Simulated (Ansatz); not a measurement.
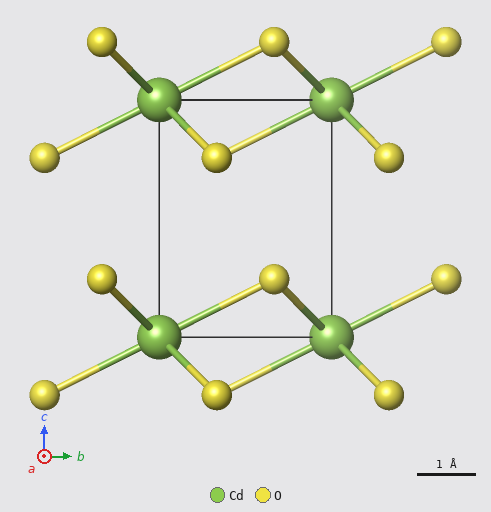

Starting structure of crystalline CdO2 (set up in P-3m1). Style: ball-and-stick. Shown: the cell of the calculation, along the a axis.

The run lets cell and atoms move.

The calculation used Kohn-Sham DFT of a periodic cell, PBEsol with D4, Ansatz PAW in Ansatz 0.2.0.

Input
```yaml
crystal:
  lattice:
    - [3.4762295762, 0.0, 0.0]
    - [-1.7381147881, 3.0105031223, 0.0]
    - [0.0, 0.0, 4.148076]
  atoms:
    - { symbol: Cd, position: [0.0, 0.0, 0.0] }
    - { symbol: O, position: [0.3333333333, 0.6666666667, 0.244219] }
    - { symbol: O, position: [0.6666666667, 0.3333333333, 0.755781] }
hamiltonian:
  xc: pbesol
  pseudopotentials: { kind: paw }
  dispersion: d4
kpoints:
  mp_grid: { grid: [9, 9, 7] }
scf:
  occupations: { method: fermi_dirac, width: 0.05 }
output:
  forces: true
  stress: true
  eigenvalues: true
relax:
  f_tol: 0.01
  max_steps: 40
  cell: { stress_tol: 0.05 }
```

Command:
```bash
ansatz run input.yaml --threads 2 --pin off --max-ram 5632MiB --backend cpu --events-out ev --progress --plain --runs-dir out
```

Predict the outcome.

The largest moves relative to the cell, 0.14 Å, are those of O atoms. Cd stays in place. The drawn cell changes as follows: a = b 3.476 → 3.342 Å (−3.9 %), c 4.148 → 3.555 Å (−14.3 %); the volume changes by −20.8 %. Near-neighbour distances that change, for instance: Cd–O 2.248 → 2.178 Å. The space group stays P-3m1 (No. 164). After 7 accepted moves (9 points after the start) the energy has fallen by 131 meV per atom. Largest force component: 0.32 eV/Å at the start, 0.00031 eV/Å at the end. The pressure goes from −11.82 to −0.02 GPa. The SCF was repeated twice at an unchanged geometry on a basis and grid sized afresh for the cell, which shifted the energy by 4.0 meV per atom at most. Cost: 19 s on 2 threads of Arm Neoverse V1, on a shared host, peak memory 0.37 GiB.

The end point in the same view:

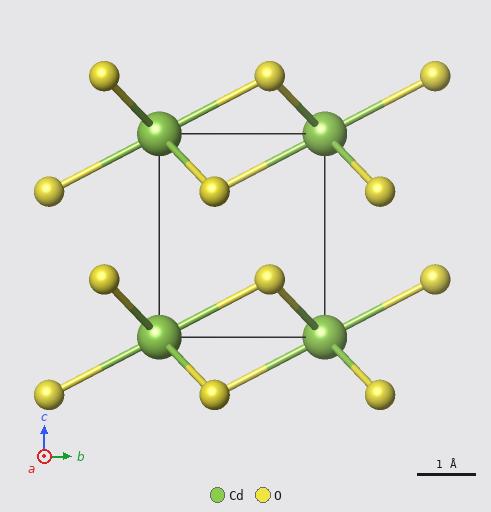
